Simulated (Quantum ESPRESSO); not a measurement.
Al: workfunction calculation (part 2 of 2)

The same run, continued: Al (slab, 5 atoms in the cell); Kohn-Sham DFT of a periodic cell, PBE, PseudoDojo 0.4.1 SR PBE standard, no spin polarisation (Quantum ESPRESSO 7.5); cutoff 544.23 eV, 11×11×1 k-mesh, fermi-dirac of 0.05 eV. The structure derives from a Materials Project entry.

Geometry of the input (Å; fractional positions):
```
2.8271  -0.0000  0.0000
-1.4135  2.4483  0.0000
0.0000  0.0000  24.1860
Al 0.0000  0.0000  0.3101
Al 0.3333  0.6667  0.4050
Al 0.0000  0.0000  0.5000
Al 0.6667  0.3333  0.5950
Al 0.0000  0.0000  0.6899
```

## The program's output, continued
```
    -9.0721  -8.3383  -7.1968  -5.6042  -3.6170  -1.6121   0.9057   3.3101
     5.1075   6.1201   6.3607   8.0933   8.2387

          k = 0.0000 0.3144 0.0000 (  4851 PWs)   bands (ev):

    -8.4632  -7.7320  -6.5942  -5.0067  -3.0220  -1.0397   1.4675   3.8429
     5.6666   6.4212   6.8749   6.9243   7.2133

          k = 0.0000 0.4716 0.0000 (  4843 PWs)   bands (ev):

    -7.4545  -6.7277  -5.5962  -4.0187  -2.0460  -0.0907   2.2938   3.3406
     4.0170   4.9604   5.0135   6.5684   6.8041

          k = 0.0000 0.6288 0.0000 (  4804 PWs)   bands (ev):

    -6.0549  -5.3349  -4.2137  -2.6589  -0.7984   0.5105   1.0605   1.3236
     2.2481   3.7098   3.8711   5.6491   6.2454

          k = 0.0000 0.7860 0.0000 (  4810 PWs)   bands (ev):

    -4.2792  -3.5739  -2.4922  -2.1381  -1.5628  -0.7673  -0.2083   1.0198
     1.4513   2.9760   3.2277   5.0807   5.5476

          k = 0.1361 0.2358 0.0000 (  4869 PWs)   bands (ev):

    -8.6659  -7.9338  -6.7947  -5.2055  -3.2197  -1.2303   1.2822   3.6739
     5.4891   6.4978   6.7497   8.1933   8.3180

          k = 0.1361 0.3930 0.0000 (  4848 PWs)   bands (ev):

    -7.8571  -7.1285  -5.9944  -4.4126  -2.4332  -0.4689   2.0102   4.2432
     5.1769   5.7697   6.0716   6.8148   7.0025

          k = 0.1361 0.5502 0.0000 (  4804 PWs)   bands (ev):

    -6.6528  -5.9298  -4.8038  -3.2365  -1.2881   0.6552   1.9170   2.5477
     3.3899   3.7221   5.0870   5.5889   6.1348

          k = 0.1361 0.7074 0.0000 (  4811 PWs)   bands (ev):

    -5.0645  -4.3507  -3.2395  -1.7299  -0.8918  -0.0443   0.5045   1.0655
     2.2304   2.6312   4.3349   4.6905   5.7868

          k = 0.1361 0.8646 0.0000 (  4802 PWs)   bands (ev):

    -3.1598  -3.0642  -2.5369  -2.2967  -1.5590  -1.0066   0.2995   0.3700
     2.2686   2.3126   3.8673   4.3762   5.2741

          k = 0.2723 0.4716 0.0000 (  4827 PWs)   bands (ev):

    -6.8527  -6.1287  -5.0013  -3.4308  -1.4701   0.4753   2.7802   3.7192
     4.0242   4.3161   4.8061   5.2819   5.6681

          k = 0.2723 0.6288 0.0000 (  4817 PWs)   bands (ev):

    -5.4594  -4.7427  -3.6262  -2.0823  -0.2506   1.0730   1.6154   1.8715
     2.7787   3.0259   3.5470   4.2202   4.8613

          k = 0.2723 0.7860 0.0000 (  4819 PWs)   bands (ev):

    -3.6922  -2.9915  -1.9182  -1.5621  -1.0016  -0.1995   0.3576   1.5258
     1.8459   2.6655   3.3923   3.6019   4.0885

          k = 0.4084 0.7074 0.0000 (  4815 PWs)   bands (ev):

    -3.8862  -3.1812  -2.0844  -0.6385   0.1128   0.3884   1.0755   1.0977
     1.8171   1.8619   2.5896   3.3420   3.8568

          k = 0.4084 0.8646 0.0000 (  4802 PWs)   bands (ev):

    -2.0045  -1.9061  -1.4095  -1.1433  -0.4428  -0.0126   0.2168   0.6841
     1.4084   1.7752   2.1727   3.2132   3.7477

     the Fermi energy is     1.8711 ev

!    total energy              =     -23.11424378 Ry
     estimated scf accuracy    <          2.1E-09 Ry
     smearing contrib. (-TS)   =      -0.00223258 Ry
     internal energy E=F+TS    =     -23.11201120 Ry

     The total energy is F=E-TS. E is the sum of the following terms:
     one-electron contribution =    -227.19918437 Ry
     hartree contribution      =     117.63178211 Ry
     xc contribution           =     -10.75980195 Ry
     ewald contribution        =      97.21519301 Ry

     convergence has been achieved in  17 iterations

     Forces acting on atoms (cartesian axes, Ry/au):

     atom    1 type  1   force =     0.00000000    0.00000000   -0.00978225
     atom    2 type  1   force =     0.00000000   -0.00000000    0.00299104
     atom    3 type  1   force =     0.00000000    0.00000000    0.00000000
     atom    4 type  1   force =     0.00000000    0.00000000   -0.00299104
     atom    5 type  1   force =     0.00000000    0.00000000    0.00978225

     Total force =     0.014466     Total SCF correction =     0.000076

=------------------------------------------------------------------------------=
   JOB DONE.
=------------------------------------------------------------------------------=
```

## File pp_density.out
```
This program is part of the open-source Quantum ESPRESSO suite
     for quantum simulation of materials; please cite
         "P. Giannozzi et al., J. Phys.:Condens. Matter 21 395502 (2009);
         "P. Giannozzi et al., J. Phys.:Condens. Matter 29 465901 (2017);
         "P. Giannozzi et al., J. Chem. Phys. 152 154105 (2020);
          URL
     in publications or presentations arising from this work. More details at

     ./tmp/pwscf.save/

     IMPORTANT: XC functional enforced from input :
     Exchange-correlation= PBE
                           (   1   4   3   4   0   0   0)
     Any further DFT definition will be discarded
     Please, verify this is what you really want

     G-vector sticks info
     --------------------
     sticks:   dense  smooth     PW     G-vecs:    dense   smooth      PW
     Sum         313     313     97                38705    38705    6679

     Using Slab Decomposition

     Calling punch_plot, plot_num =   0
     Writing data to file  density.dat
     Reading data from file  density.dat

     Writing data to be plotted to file density.cube
     Plot Type: 3D                     Output format: Gaussian cube

=------------------------------------------------------------------------------=
   JOB DONE.
=------------------------------------------------------------------------------=
```

## File pp_potential.out
```
This program is part of the open-source Quantum ESPRESSO suite
     for quantum simulation of materials; please cite
         "P. Giannozzi et al., J. Phys.:Condens. Matter 21 395502 (2009);
         "P. Giannozzi et al., J. Phys.:Condens. Matter 29 465901 (2017);
         "P. Giannozzi et al., J. Chem. Phys. 152 154105 (2020);
          URL
     in publications or presentations arising from this work. More details at

     ./tmp/pwscf.save/

     IMPORTANT: XC functional enforced from input :
     Exchange-correlation= PBE
                           (   1   4   3   4   0   0   0)
     Any further DFT definition will be discarded
     Please, verify this is what you really want

     G-vector sticks info
     --------------------
     sticks:   dense  smooth     PW     G-vecs:    dense   smooth      PW
     Sum         313     313     97                38705    38705    6679

     Using Slab Decomposition

     Calling punch_plot, plot_num =  11
     Writing data to file  potential.dat
     Reading data from file  potential.dat

     Writing data to be plotted to file potential.cube
     Plot Type: 3D                     Output format: Gaussian cube

=------------------------------------------------------------------------------=
   JOB DONE.
=------------------------------------------------------------------------------=
```

## File pp_elf.out
```
This program is part of the open-source Quantum ESPRESSO suite
     for quantum simulation of materials; please cite
         "P. Giannozzi et al., J. Phys.:Condens. Matter 21 395502 (2009);
         "P. Giannozzi et al., J. Phys.:Condens. Matter 29 465901 (2017);
         "P. Giannozzi et al., J. Chem. Phys. 152 154105 (2020);
          URL
     in publications or presentations arising from this work. More details at

     ./tmp/pwscf.save/

     IMPORTANT: XC functional enforced from input :
     Exchange-correlation= PBE
                           (   1   4   3   4   0   0   0)
     Any further DFT definition will be discarded
     Please, verify this is what you really want

     G-vector sticks info
     --------------------
     sticks:   dense  smooth     PW     G-vecs:    dense   smooth      PW
     Sum         313     313     97                38705    38705    6679

     Using Slab Decomposition

     Calling punch_plot, plot_num =   8
     Message from routine do_elf_kin:
     elf/kin + US not fully implemented
     Writing data to file  elf.dat
     Reading data from file  elf.dat

     Writing data to be plotted to file elf.cube
     Plot Type: 3D                     Output format: Gaussian cube

=------------------------------------------------------------------------------=
   JOB DONE.
=------------------------------------------------------------------------------=
```

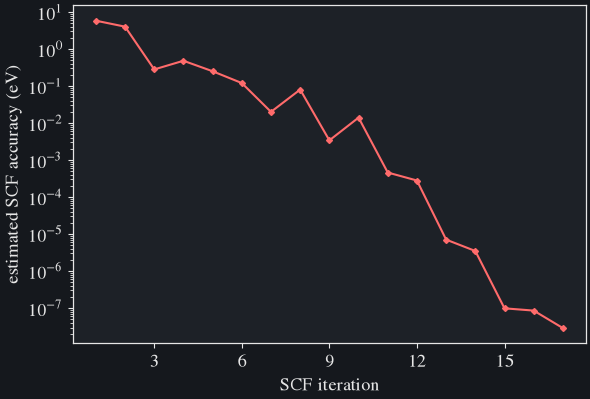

Fig. 1: Convergence of the self-consistent field: estimated SCF accuracy against the iteration. The field takes 17 iterations in all.

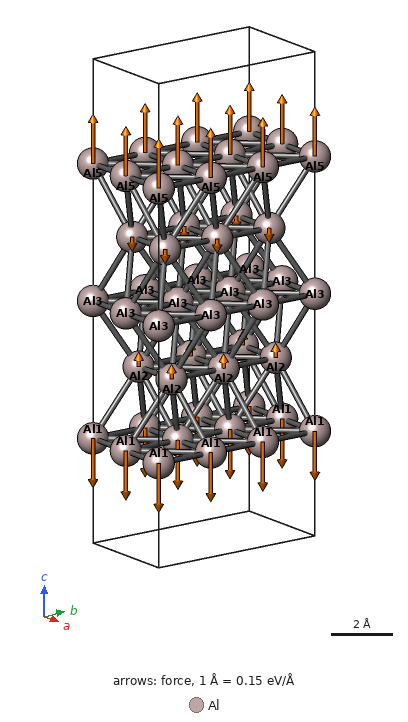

Fig. 2: Forces on the atoms as orange arrows (ball-and-stick view of the 2 × 3 repeat of the cell, with the vacuum cut short, seen slightly off an axis; atoms are numbered from 1 in the order of the input). The largest act on Al1, Al5 (0.25 eV/Å); Al2, Al4 (0.08 eV/Å). The geometry is not a stationary point of this energy.

## Results in brief

```tsv
quantity	value
outcome	converged
electrons treated	15
free energy	−314.4853 eV
work function, top face	4.05 eV
work function, bottom face	4.05 eV
Fermi energy	1.871 eV
gap on the k-point mesh	none (metallic)
work function (upper face)	4.05 eV
largest force (length of the vector)	0.252 eV/Å
wall time	29 s
peak memory	0.1 GiB
```

## Notes

Notes on the run: negative rho.
